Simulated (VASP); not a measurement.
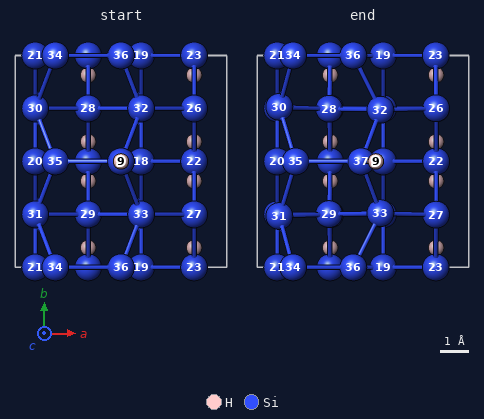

The structure of a slab of composition Si$_{28}$H$_{9}$ before (left) and after (right) a relaxation, at one scale.

The picture is a ball-and-stick view of the cell of the calculation, outlined in the plane, without the vacuum (origin shifted), seen along the c axis.

The run lets the atoms move in a fixed cell. 20 atoms are held fixed.

The calculation used Kohn-Sham DFT of a periodic cell, PBE, VASP PAW PBE potentials, recommended in VASP.

Input file:
```
PREC = Normal ; ENCUT = 450
EDIFF = 1E-6 ; ISMEAR = 0
SIGMA = 0.05 ; LREAL = Auto
LASPH = T ; NELM = 150
ALGO = Normal ; ISIF = 2
LWAVE = F ; LCHARG = F
ISPIN = 2 ; MAGMOM = 0 0 0 0 0 0 0 0 1 0 0 0 0 0 0 0 0 0 0 0 0 0 0 0 0 0 0 0 0 0 0 0 0 0 0 0 0
LORBIT = 11 ; LDIPOL = T
IDIPOL = 3 ; DIPOL = 0.5 0.5 0.445
GGA = PE ; IBRION = 2
NSW = 90 ; EDIFFG = -0.03
AMIX = 0.2 ; BMIX = 1E-4
AMIX_MAG = 0.8 ; BMIX_MAG = 1E-4
KPAR = 4 ; NCORE = 2
```

Run as
```bash
cat potpaw_PBE.64/H/POTCAR potpaw_PBE.64/Si/POTCAR > POTCAR
mpirun -np 8 vasp_std > vasp.out
```

### Summarise the run.

The run was cut off at its time limit before the relaxation converged, so the last structure is only a point on the way. The largest move is that of an H atom, 0.54 Å at 61° to the normal (−c side). Largest moves by element: H 0.54 Å, Si 0.39 Å. The cell doesn't change. Among the contacts that change: Si–Si 2.536 → 2.360 Å, Si–Si 2.471 → 2.304 Å, Si–Si 2.536 → 2.386 Å, Si–Si 2.243 → 2.349 Å. Bond angles that change, for instance: H–Si–Si 125.3° → 112.3°, H–Si–Si 104.1° → 113.6°, Si–Si–Si 114.3° → 105.9°. Over 31 geometry steps the energy falls by 0.968 eV per cell of the calculation. Largest force component: 3.3 eV/Å at the start, 0.43 eV/Å at the end.
